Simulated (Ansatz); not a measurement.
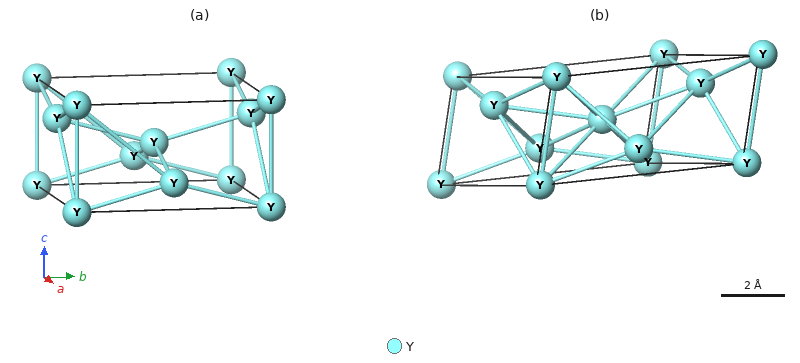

The structure of crystalline Y (a generated structure, set up in I4_1/amd) before (left) and after (right) a relaxation, at one scale.

A ball-and-stick model of the conventional cell (2 times the calculation's cell), seen slightly off an axis. Lengths and directions refer to the drawn axes.

Phase: beta-Sn type.

Level of theory: Ansatz 0.2.0, DFT, PBEsol, plane waves (420 eV) with PAW, scalar-relativistic. Set-up: plane-wave cutoff 420 eV; k-point mesh 10 × 10 × 7; occupations fermi dirac; smearing width 0.1 eV; no spin polarisation; cell and atoms relaxed; force threshold 0.01 eV/Å; at most 60 steps.

Describe what moved and what it gained.

Over 18 accepted moves (20 points after the start) the energy falls by 483 meV per atom. The largest force component goes from 0.00076 to under 0.0001 eV/Å. Pressure: −3.07 GPa at the start and 0.00 GPa at the end. At 2 points the geometry stayed and the basis and grid were re-selected for the new cell (energy shift of 15.1 meV per atom at most each time). The largest moves relative to the cell, 0.26 Å, are those of Y atoms. The volume changes by −9.5 %, with a = b 6.332 → 6.663 Å (+5.2 %), c 3.458 → 3.594 Å (+4.0 %), α 90.0° → 74.4°, β 90.0° → 74.4°, γ 90.0° → 55.7°. Near-neighbour distances that change, for instance: Y–Y 4.800 → 3.594 Å, Y–Y 4.093 → 3.490 Å, Y–Y 3.282 → 3.489 Å, Y–Y 3.458 → 3.594 Å. New bonds form: Y–Y (4.80 → 3.59 Å). The space group (tolerance 0.01 Å) goes from I4_1/amd (No. 141) to P6_3/mmc (No. 194). The program noted that a PAW file was made for another functional than the run's.
